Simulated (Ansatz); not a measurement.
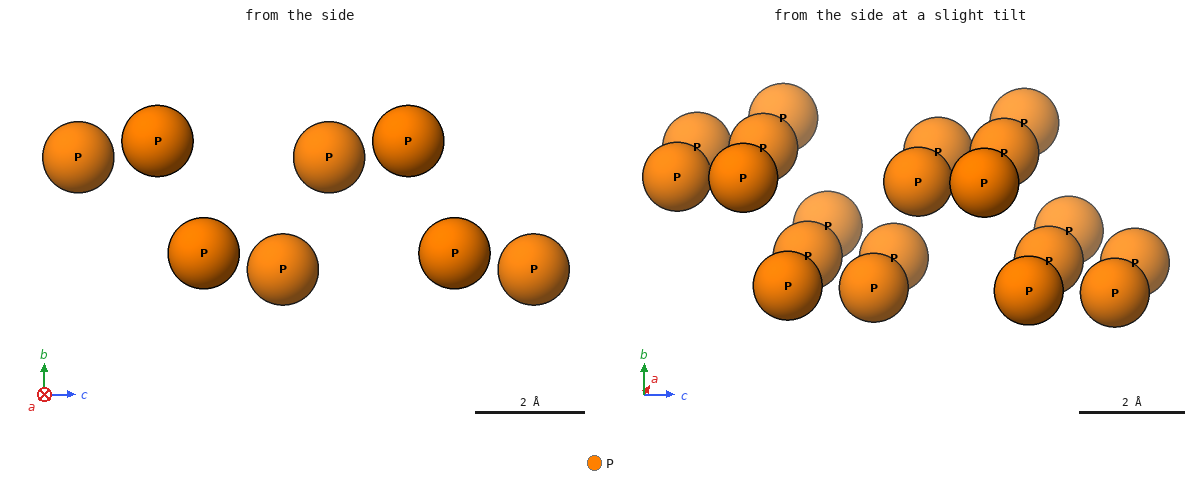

A spheres-only picture of a periodic sheet, seen from the side and from the side at a slight tilt. The surface normal points up in side views; the vacuum is left out. 2×2 cells are drawn in the plane, with atoms at the edges repeated.

The cell holds 4 P.

How thick is it?

About 2.4 Å from the lowest to the highest atom.

Go down through the slab and list the planes.

Two planes: P / P.

Starting structure: a structure listed in the Materials Project. The cell was then strained or its atoms displaced on purpose. A calculation with Ansatz used it as input.
